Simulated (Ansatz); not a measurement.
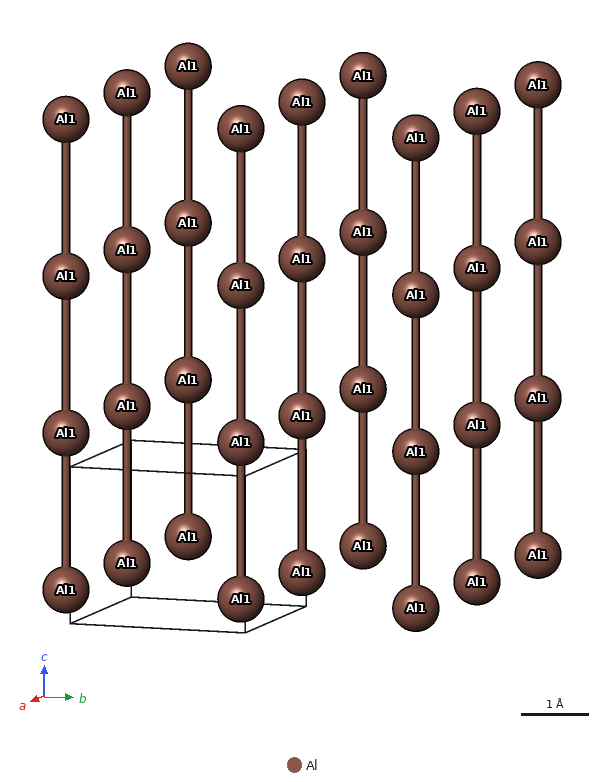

**Figure 1.** The starting structure (ball-and-stick view of the cell of the calculation, repeated 3 × 3 × 4, seen slightly off an axis; atoms are numbered from 1 in the order of the input).

# Geometry relaxation of Al

The run: geometry relaxation of Al (1 atom in the cell). Method and program: DFT PBE, scalar-relativistic, plane waves, PAW, no spin polarisation (Ansatz 0.2.0).

The structure was made by a generator, so it may or may not be a known phase. Figures and captions count atoms from 1; the log counts them from 0 in places.

**What the program printed**
```
Engine: ansatz 0.2.0, x86_64-unknown-linux-gnu
Pseudopotentials: kind: paw
Pseudopotential: Al, paw, valence charge 3, recommended cutoff 420 eV (normal), Al.paw.azcp
Functional definition: PBE
  parameter kappa = 0.804
  parameter beta = 0.06672455060314922
  exchange = pbe_x(kappa = kappa, mu = beta*pi^2/3)
  correlation = pbe_c(beta = beta)
Crystal: 1 atoms, lattice volume = 18.120 Å³
Basis set: ecut = 420 eV, 355 PW (Γ), exchange–correlation on 40×40×32 points (8 copies of the dense FFT grid, shifted against one another)
Bands: 6, of which v1, the nominal top of the filled ones, is band 2 counted from 1 (1 counted from 0)
Symmetry: 16 space group operations
Space group: P4/mmm (ITA 123), of the structure as read, at distance tolerance 2.6e-5 Å
k-points: 50 of 288
Non-local potential: Al, projectors of the file, l = 0: 2, l = 1: 2, l = 2: 1
PAW form: soft (Blöchl's): semilocal exchange-correlation on the pseudo side does not see the compensation charge
PAW one-centre angular grid: Al, 110 points (default); XC on 64 Gauss nodes
Initial density: superposition of atomic densities (neutral atoms: chi_scale 0, normalization atom), corrected by the library's trained network
Initial wavefunctions: pseudopotential atomic-orbital guess
Functional: x = pbe(κ = 0.804, μ = 0.2195149727645171), c = pbe(β = 0.06672455060314922)
SCF iter   1: F=—  HF=-536.895178 eV  |F-HF|=—  |Δ(HF+E_count)|=         —  Δρ=1.77e-3  dr2=6.21e-4  ethr=1.77e-3  ⟨swp⟩=4.8  Hψ=2747  notcnv=0
preconditioner: auto → none  [insulator: Δε(μ)=0.111 eV  Ē_g=12.767 eV  σ=0.100 eV  W_gap=0.52  n_scr=0 (ndim 8)  ℏωp=15.1 eV  f_vac=0.000  D(μ)=0.75/eV (n_scr^D=6)  ε∞_Penn≈2.4]
SCF iter   2: F=—  HF=-536.895153 eV  |F-HF|=—  |Δ(HF+E_count)|=   2.51e-5  Δρ=9.05e-4  dr2=1.64e-4  ethr=2.07e-5  ⟨swp⟩=1.1  Hψ=703  notcnv=0
SCF iter   3: F=—  HF=-536.895145 eV  |F-HF|=—  |Δ(HF+E_count)|=   7.12e-6  Δρ=1.83e-4  dr2=7.40e-6  ethr=5.47e-6  ⟨swp⟩=1.0  Hψ=311  notcnv=0
SCF iter   4: F=—  HF=-536.895108 eV  |F-HF|=—  |Δ(HF+E_count)|=   3.79e-5  Δρ=8.02e-5  dr2=1.31e-6  ethr=2.47e-7  ⟨swp⟩=1.0  Hψ=309  notcnv=0
SCF iter   5: F=—  HF=-536.895107 eV  |F-HF|=—  |Δ(HF+E_count)|=   3.44e-7  Δρ=2.65e-5  dr2=1.49e-7  ethr=4.37e-8  ⟨swp⟩=1.4  Hψ=333  notcnv=0
SCF iter   6: F=-536.895107 eV  HF=-536.895107 eV  |F-HF|=3.74e-9  |Δ(HF+E_count)|=   4.11e-8  Δρ=6.69e-6  dr2=9.45e-9  ethr=3.33e-9  ⟨swp⟩=3.9  Hψ=850  notcnv=0
SCF 1 converged in 6 iterations: F = -536.895107 eV  dr2 = 9.45e-9
  greatest PAW one-centre occupation: 0.495 electrons in one spin orbital (limit 2), on the Al atom at site 0 (counted from 0), in its partial waves of l = 0
relax step   1: F+E_penalty+E_count = -536.89510713 eV  Δ(F+E_penalty+E_count) = +0.000e0 eV  max|allowed force component| = 0.000e0 eV/Å  Δτ_max = 0.0000 Å  P = +12.348 GPa  Ω = 18.120 Å³  (6 SCF iters, dr2 threshold 1.00e-7 eV, accepted)
Crystal: 1 atoms, lattice volume = 19.714 Å³
Basis set: ecut = 420 eV, 405 PW (Γ), exchange–correlation on 40×40×32 points (8 copies of the dense FFT grid, shifted against one another)
Initial density: handed on by an earlier stage of this run
Initial wavefunctions: those handed on with the density
iter 1 solved again at ethr=1.48e-4 eV; its pass at ethr=3.10e-3 eV (dr2=4.44e-3 eV) is discarded
SCF iter   1: F=—  HF=-537.025137 eV  |F-HF|=—  |Δ(HF+E_count)|=         —  Δρ=4.04e-3  dr2=4.31e-3  ethr=1.48e-4  ⟨swp⟩=1.0  Hψ=3229  notcnv=0
preconditioner: auto → none  [metal: Δε(μ)=0.078 eV  Ē_g=12.115 eV  σ=0.100 eV  W_gap=0.37  n_scr=0 (ndim 8)  ℏωp=14.5 eV  f_vac=0.000  D(μ)=0.49/eV (n_scr^D=0)]
SCF iter   2: F=—  HF=-537.023306 eV  |F-HF|=—  |Δ(HF+E_count)|=   1.83e-3  Δρ=1.58e-3  dr2=6.03e-4  ethr=1.44e-4  ⟨swp⟩=1.0  Hψ=300  notcnv=0
SCF iter   3: F=—  HF=-537.022969 eV  |F-HF|=—  |Δ(HF+E_count)|=   3.37e-4  Δρ=1.83e-4  dr2=5.73e-6  ethr=2.01e-5  ⟨swp⟩=1.3  Hψ=319  notcnv=0
SCF iter   4: F=—  HF=-537.022978 eV  |F-HF|=—  |Δ(HF+E_count)|=   8.50e-6  Δρ=7.81e-6  dr2=8.98e-9  ethr=3.33e-9  ⟨swp⟩=3.4  Hψ=1467  notcnv=0
SCF iter   5: F=-537.022978 eV  HF=-537.022978 eV  |F-HF|=3.73e-11  |Δ(HF+E_count)|=   1.06e-9  Δρ=7.94e-7  dr2=8.66e-11  ethr=2.99e-10  ⟨swp⟩=1.9  Hψ=827  notcnv=0
SCF 2 converged in 5 iterations: F = -537.022978 eV  dr2 = 8.66e-11
  greatest PAW one-centre occupation: 0.488 electrons in one spin orbital (limit 2), on the Al atom at site 0 (counted from 0), in its partial waves of l = 0
relax step   2: F+E_penalty+E_count = -537.02297776 eV  Δ(F+E_penalty+E_count) = -1.279e-1 eV  max|allowed force component| = 0.000e0 eV/Å  Δτ_max = 0.0000 Å  P = +3.915 GPa  Ω = 19.714 Å³  energy of the carried Pulay correction = -4.930e-4 eV  (5 SCF iters, dr2 threshold 1.00e-7 eV, accepted)
Crystal: 1 atoms, lattice volume = 20.115 Å³
Basis set: ecut = 420 eV, 413 PW (Γ), exchange–correlation on 40×40×32 points (8 copies of the dense FFT grid, shifted against one another)
iter 1 solved again at ethr=2.72e-4 eV; its pass at ethr=3.10e-3 eV (dr2=8.16e-3 eV) is discarded
SCF iter   1: F=—  HF=-537.085489 eV  |F-HF|=—  |Δ(HF+E_count)|=         —  Δρ=5.21e-3  dr2=8.11e-3  ethr=2.72e-4  ⟨swp⟩=1.0  Hψ=3236  notcnv=0
preconditioner: auto → none  [metal: Δε(μ)=0.028 eV  Ē_g=11.922 eV  σ=0.100 eV  W_gap=0.16  n_scr=0 (ndim 8)  ℏωp=14.3 eV  f_vac=0.000  D(μ)=0.43/eV (n_scr^D=0)]
SCF iter   2: F=—  HF=-537.082807 eV  |F-HF|=—  |Δ(HF+E_count)|=   2.68e-3  Δρ=1.77e-3  dr2=9.23e-4  ethr=2.70e-4  ⟨swp⟩=1.0  Hψ=300  notcnv=0
SCF iter   3: F=—  HF=-537.082460 eV  |F-HF|=—  |Δ(HF+E_count)|=   3.47e-4  Δρ=7.82e-5  dr2=9.41e-7  ethr=3.08e-5  ⟨swp⟩=1.2  Hψ=315  notcnv=0
SCF iter   4: F=—  HF=-537.082546 eV  |F-HF|=—  |Δ(HF+E_count)|=   8.57e-5  Δρ=1.28e-5  dr2=3.54e-8  ethr=3.33e-9  ⟨swp⟩=5.8  Hψ=1665  notcnv=0
SCF iter   5: F=-537.082546 eV  HF=-537.082546 eV  |F-HF|=6.25e-12  |Δ(HF+E_count)|=   6.20e-9  Δρ=5.56e-7  dr2=6.43e-11  ethr=1.18e-9  ⟨swp⟩=1.9  Hψ=837  notcnv=0
SCF 3 converged in 5 iterations: F = -537.082546 eV  dr2 = 6.43e-11
  greatest PAW one-centre occupation: 0.484 electrons in one spin orbital (limit 2), on the Al atom at site 0 (counted from 0), in its partial waves of l = 0
relax step   3: F+E_penalty+E_count = -537.08254570 eV  Δ(F+E_penalty+E_count) = -5.957e-2 eV  max|allowed force component| = 0.000e0 eV/Å  Δτ_max = 0.0000 Å  P = +0.865 GPa  Ω = 20.115 Å³  energy of the carried Pulay correction = -5.782e-4 eV  (5 SCF iters, dr2 threshold 1.00e-7 eV, accepted)
Crystal: 1 atoms, lattice volume = 20.161 Å³
Basis set: ecut = 420 eV, 389 PW (Γ), exchange–correlation on 40×40×32 points (8 copies of the dense FFT grid, shifted against one another)
iter 1 solved again at ethr=2.81e-4 eV; its pass at ethr=3.10e-3 eV (dr2=8.43e-3 eV) is discarded
SCF iter   1: F=—  HF=-537.088667 eV  |F-HF|=—  |Δ(HF+E_count)|=         —  Δρ=5.25e-3  dr2=8.37e-3  ethr=2.81e-4  ⟨swp⟩=1.0  Hψ=3200  notcnv=0
preconditioner: auto → none  [metal: Δε(μ)=0.061 eV  Ē_g=11.889 eV  σ=0.100 eV  W_gap=0.33  n_scr=0 (ndim 8)  ℏωp=14.3 eV  f_vac=0.000  D(μ)=0.73/eV (n_scr^D=6)]
SCF iter   2: F=—  HF=-537.086146 eV  |F-HF|=—  |Δ(HF+E_count)|=   2.52e-3  Δρ=1.44e-3  dr2=6.05e-4  ethr=2.79e-4  ⟨swp⟩=1.0  Hψ=300  notcnv=0
SCF iter   3: F=—  HF=-537.085956 eV  |F-HF|=—  |Δ(HF+E_count)|=   1.90e-4  Δρ=8.40e-5  dr2=1.22e-6  ethr=2.02e-5  ⟨swp⟩=1.1  Hψ=306  notcnv=0
SCF iter   4: F=—  HF=-537.086080 eV  |F-HF|=—  |Δ(HF+E_count)|=   1.24e-4  Δρ=2.58e-5  dr2=2.06e-7  ethr=3.33e-9  ⟨swp⟩=5.6  Hψ=1636  notcnv=0
SCF iter   5: F=-537.086080 eV  HF=-537.086080 eV  |F-HF|=5.47e-11  |Δ(HF+E_count)|=   6.50e-8  Δρ=1.01e-6  dr2=2.53e-10  ethr=3.33e-9  ⟨swp⟩=3.5  Hψ=659  notcnv=0
SCF 4 converged in 5 iterations: F = -537.086080 eV  dr2 = 2.53e-10
  greatest PAW one-centre occupation: 0.486 electrons in one spin orbital (limit 2), on the Al atom at site 0 (counted from 0), in its partial waves of l = 0
relax step   4: F+E_penalty+E_count = -537.08608008 eV  Δ(F+E_penalty+E_count) = -3.534e-3 eV  max|allowed force component| = 0.000e0 eV/Å  Δτ_max = 0.0000 Å  P = +0.609 GPa  Ω = 20.161 Å³  energy of the carried Pulay correction = -5.574e-4 eV  (5 SCF iters, dr2 threshold 1.00e-7 eV, accepted)
Crystal: 1 atoms, lattice volume = 20.314 Å³
Basis set: ecut = 420 eV, 421 PW (Γ), exchange–correlation on 40×40×32 points (8 copies of the dense FFT grid, shifted against one another)
iter 1 solved again at ethr=3.03e-5 eV; its pass at ethr=3.10e-3 eV (dr2=9.08e-4 eV) is discarded
SCF iter   1: F=—  HF=-537.090956 eV  |F-HF|=—  |Δ(HF+E_count)|=         —  Δρ=1.73e-3  dr2=9.06e-4  ethr=3.03e-5  ⟨swp⟩=1.0  Hψ=3023  notcnv=0
preconditioner: auto → none  [insulator: Δε(μ)=0.120 eV  Ē_g=11.847 eV  σ=0.100 eV  W_gap=0.59  n_scr=0 (ndim 8)  ℏωp=14.3 eV  f_vac=0.000  D(μ)=0.36/eV (n_scr^D=0)  ε∞_Penn≈2.5]
SCF iter   2: F=—  HF=-537.090672 eV  |F-HF|=—  |Δ(HF+E_count)|=   2.84e-4  Δρ=6.00e-4  dr2=1.07e-4  ethr=3.02e-5  ⟨swp⟩=1.0  Hψ=300  notcnv=0
SCF iter   3: F=—  HF=-537.090636 eV  |F-HF|=—  |Δ(HF+E_count)|=   3.60e-5  Δρ=2.10e-5  dr2=8.28e-8  ethr=3.57e-6  ⟨swp⟩=1.3  Hψ=326  notcnv=0
SCF iter   4: F=—  HF=-537.090755 eV  |F-HF|=—  |Δ(HF+E_count)|=   1.19e-4  Δρ=8.53e-6  dr2=1.52e-8  ethr=2.76e-9  ⟨swp⟩=2.2  Hψ=986  notcnv=0
SCF iter   5: F=-537.090755 eV  HF=-537.090755 eV  |F-HF|=2.19e-11  |Δ(HF+E_count)|=   1.72e-9  Δρ=1.74e-6  dr2=4.95e-10  ethr=5.08e-10  ⟨swp⟩=1.9  Hψ=827  notcnv=0
SCF 5 converged in 5 iterations: F = -537.090755 eV  dr2 = 4.95e-10
relax step   5: F+E_penalty+E_count = -537.09075538 eV  Δ(F+E_penalty+E_count) = -4.675e-3 eV  max|allowed force component| = 0.000e0 eV/Å  Δτ_max = 0.0000 Å  P = +0.188 GPa  Ω = 20.314 Å³  energy of the carried Pulay correction = -6.168e-4 eV  (5 SCF iters, dr2 threshold 1.00e-7 eV, accepted)
Basis set: ecut = 420 eV, 421 PW (Γ), exchange–correlation on 40×40×36 points (8 copies of the dense FFT grid, shifted against one another)
Initial wavefunctions: pseudopotential atomic-orbital guess (no wavefunctions were taken with the density)
iter 1 solved again at ethr=7.12e-8 eV; its pass at ethr=3.10e-3 eV (dr2=2.13e-6 eV) is discarded
SCF iter   1: F=—  HF=-537.092532 eV  |F-HF|=—  |Δ(HF+E_count)|=         —  Δρ=1.54e-4  dr2=5.34e-7  ethr=7.12e-8  ⟨swp⟩=2.5  Hψ=3563  notcnv=0
preconditioner: auto → none  [insulator: Δε(μ)=0.126 eV  Ē_g=11.845 eV  σ=0.100 eV  W_gap=0.61  n_scr=0 (ndim 8)  ℏωp=14.3 eV  f_vac=0.000  D(μ)=0.36/eV (n_scr^D=0)  ε∞_Penn≈2.5]
SCF iter   2: F=—  HF=-537.092561 eV  |F-HF|=—  |Δ(HF+E_count)|=   2.86e-5  Δρ=7.83e-5  dr2=1.17e-7  ethr=1.78e-8  ⟨swp⟩=2.3  Hψ=377  notcnv=0
SCF iter   3: F=—  HF=-537.092562 eV  |F-HF|=—  |Δ(HF+E_count)|=   1.84e-6  Δρ=8.78e-6  dr2=2.22e-9  ethr=3.88e-9  ⟨swp⟩=1.9  Hψ=377  notcnv=0
SCF iter   4: F=-537.092562 eV  HF=-537.092562 eV  |F-HF|=1.28e-11  |Δ(HF+E_count)|=   2.24e-8  Δρ=5.93e-7  dr2=6.02e-11  ethr=2.13e-11  ⟨swp⟩=3.8  Hψ=693  notcnv=0
SCF 6 converged in 4 iterations: F = -537.092562 eV  dr2 = 6.02e-11
  greatest PAW one-centre occupation: 0.485 electrons in one spin orbital (limit 2), on the Al atom at site 0 (counted from 0), in its partial waves of l = 0
relax step   6: F+E_penalty+E_count = -537.09256243 eV  Δ(F+E_penalty+E_count) = -1.807e-3 eV  max|allowed force component| = 0.000e0 eV/Å  Δτ_max = 0.0000 Å  P = +0.290 GPa  Ω = 20.314 Å³  stress off target by 3.71e-1 GPa  SCF on the basis re-selected at this cell (its energy is not comparable with the rows above)  (4 SCF iters)
```

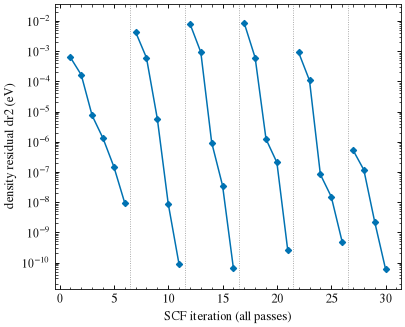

**Figure 2.** Convergence of the self-consistent field: density residual dr2 against the SCF iteration. The dotted lines part the SCF passes of the relaxation: geometry steps, rejected trials and re-solves on a re-selected basis. The 6 passes take 4 to 6 iterations each, 30 in all.

```
basis re-selected at this cell: Δ(F+E_penalty+E_count) = -1.807e-3 eV, ΔP = +0.102 GPa vs the last step (what re-selecting the basis moved, of the pressure what is left beyond the Pulay correction that the steps carried, after the strain that the cell walked since its last selection, with what the two solves' SCF thresholds leave and, on support functions, any second-order correction that the steps lacked; it is no measure of the basis error at this ecutwfc). The dense FFT grid was sized anew with the basis: this SCF ran on 20×20×18 points, the steps before it on 20×20×16, so part of this shift can come from that change (see relax.cell in the input reference). This SCF's stress stands 3.71e-1 GPa from its target on what of the cell is left free (relax.cell.stress_tol is 4.00e-1 GPa) and its largest allowed force component is 0.00e0 eV/Å (relax.f_tol is 4.00e-2 eV/Å): within both
SCF converged after 4 iterations
Free energy (F): -537.092562 eV
Harris-Foulkes:  -537.092562 eV  (|F-HF|=1.28e-11)
Internal energy: -537.090739 eV  (E = F + TS)
E sigma→0 (E₀):  -537.091651 eV
Entropy (-TS):   -0.001824 eV (-1.824 meV/atom)
Fermi energy:    5.522502 eV
--- Per-component energies (eV) ---
  E_band       = 5.521945
  E_kinetic    = 20.836660
  E_local      = 4.111115  (includes V_loc(G=0)·N_el)
  E_nonlocal   = 10.930314
  E_hartree    = 0.464700
  E_xc         = -38.714607
  E_vxc        = -27.580647  (∫ρ·V_xc dr)
  E_paw        = -467.369852  (= ΣΔE_a)
  E_vpaw       = -3.704897  (= ΣTr[D̂ρ^β])
  E_aug_tail   = -0.000002  (compensation charges beyond the density's cutoff)
  E_ewald      = -67.349068
  E_smearing   = -0.001824  (= −TS)
  E_closure    = -0.000000  (closes the sum)
  Σ components = -537.092562   (vs F -537.092562, Δ=0.00e0)
--- Forces (eV/Å), atoms counted from 1 ---
  atom   1  Al     0.00000000     0.00000000     0.00000000
  max |Σ_I F_I| component: 3.45e-31 eV/Å
--- Stress (GPa, compression-positive) ---
        0.371349       0.000000       0.000000
        0.000000       0.371349       0.000000
        0.000000       0.000000       0.128484
  P = ⅓ Tr σ = 0.2904 GPa (2.904 kbar)
--- Band table (eV; the first three rows and the last of 50) ---
  k-point 0: bands = ["-3.9647", "13.1918", "13.6873", "14.1202", "14.1202", "15.6216"]
  k-point 1: bands = ["-3.6411", "10.8410", "13.4694", "14.3928", "14.3928", "17.3321"]
  k-point 2: bands = ["-2.6765", "7.2202", "14.2615", "15.2073", "15.2073", "18.8112"]
  k-point 49: bands = ["8.0961", "8.5415", "8.5415", "10.9927", "10.9927", "11.3356"]
--- Relaxed structure (5 steps of the walk, 5 accepted, 1 SCFs on fresh bases) ---
  F+E_penalty+E_count = -537.09256243 eV   max|allowed force component| = 0.000e0 eV/Å   (the final SCF, on the basis selected at the relaxed cell)
  cell:  # Å, volume = 20.3137 Å³
    - [2.7630160418414986, 4.056692367177181e-34, 0.0]
    - [4.056692367177181e-34, 2.7630160418414986, 0.0]
    - [0.0, 0.0, 2.6608551303253734]
  atoms:
    - { symbol: Al, position: [0.5, 0.5, 0.5] }
```

**Trajectory as extended XYZ (Å, eV, eV/Å), 6 frames, from step=1 to step=6**
```
1
Lattice="2.7662 0.0000 0.0000 0.0000 2.7662 0.0000 0.0000 0.0000 2.3680" Properties=species:S:1:pos:R:3:forces:R:3 step=1 energy=-536.89511 pressure_GPa=12.35
Al    1.3831    1.3831    1.1840    0.0000   0.0000   0.0000
1
Lattice="2.8163 0.0000 0.0000 0.0000 2.8163 0.0000 0.0000 0.0000 2.4856" Properties=species:S:1:pos:R:3:forces:R:3 step=2 energy=-537.02298 pressure_GPa=3.91
Al    1.4081    1.4081    1.2428    0.0000   0.0000   0.0000
1
Lattice="2.7822 0.0000 0.0000 0.0000 2.7822 0.0000 0.0000 0.0000 2.5985" Properties=species:S:1:pos:R:3:forces:R:3 step=3 energy=-537.08255 pressure_GPa=0.86
Al    1.3911    1.3911    1.2993    0.0000   0.0000   0.0000
1
Lattice="2.7372 0.0000 0.0000 0.0000 2.7372 0.0000 0.0000 0.0000 2.6910" Properties=species:S:1:pos:R:3:forces:R:3 step=4 energy=-537.08608 pressure_GPa=0.61
Al    1.3686    1.3686    1.3455    0.0000   0.0000   0.0000
1
Lattice="2.7630 0.0000 0.0000 0.0000 2.7630 0.0000 0.0000 0.0000 2.6609" Properties=species:S:1:pos:R:3:forces:R:3 step=5 energy=-537.09075 pressure_GPa=0.19
Al    1.3815    1.3815    1.3304    0.0000   0.0000   0.0000
1
Lattice="2.7630 0.0000 0.0000 0.0000 2.7630 0.0000 0.0000 0.0000 2.6609" Properties=species:S:1:pos:R:3:forces:R:3 step=6 energy=-537.09256 pressure_GPa=0.29
Al    1.3815    1.3815    1.3304    0.0000   0.0000   0.0000
```

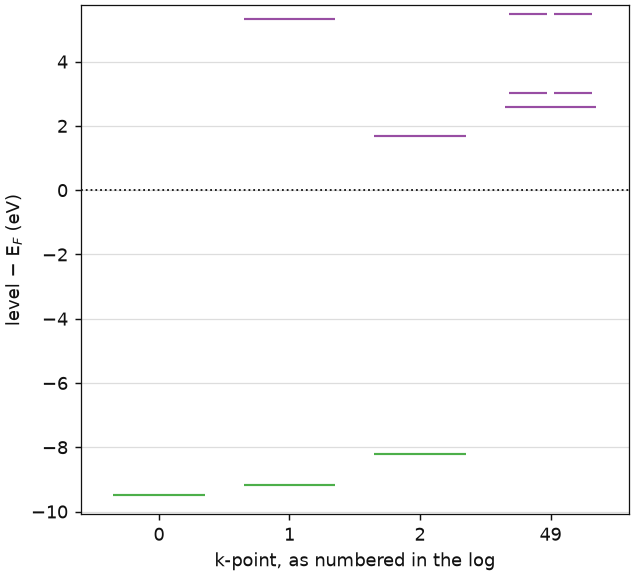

**Figure 3.** Kohn–Sham levels near the Fermi level (dotted) at the few k-points that the log prints; levels within 0.02 eV of each other stand side by side. The system is metallic on the full mesh.

The run was set up as follows.

**The input**
```yaml
crystal:
  lattice:
    - [2.7662377, 0.0, 0.0]
    - [0.0, 2.7662377, 0.0]
    - [0.0, 0.0, 2.36801645]
  atoms:
    - { symbol: Al, position: [0.5, 0.5, 0.5] }
basis:
  ecutwfc: 420
kpoints:
  mp_grid: { grid: [6, 6, 8] }
hamiltonian:
  xc: pbe
scf:
  occupations: { method: gaussian, width: 0.1 }
  lower_state_search: "off"
output:
  forces: true
  stress: true
  eigenvalues: true
relax:
  adjacent_minimum: "off"
  f_tol: 0.04
  max_steps: 70
  cell: { stress_tol: 0.4 }
```

Launched with:
```bash
ansatz run input.yaml --threads 1 --pin off --max-ram 2048MiB --backend cpu --events-out ev --progress --plain --runs-dir out
```

**Key numbers**

- outcome: converged
- space group (tolerance 0.01 Å): P4/mmm (123)
- electrons treated: 3
- free energy: −537.0926 eV
- Fermi energy: 5.523 eV
- gap on the k-point mesh: none (metallic)
- pressure: 0.29 GPa
- final volume: 20.31 Å³
- largest force (length of the vector) at the end: under 0.001 eV/Å
- final cell: a = 2.763 Å, b = 2.763 Å, c = 2.661 Å, α = 90.00°, β = 90.00°, γ = 90.00°
- hardware: 1 thread of Intel Xeon (Sapphire Rapids), 64 GiB of memory available, shared host
- wall time: 2.5 s
- peak memory: 0.38 GiB
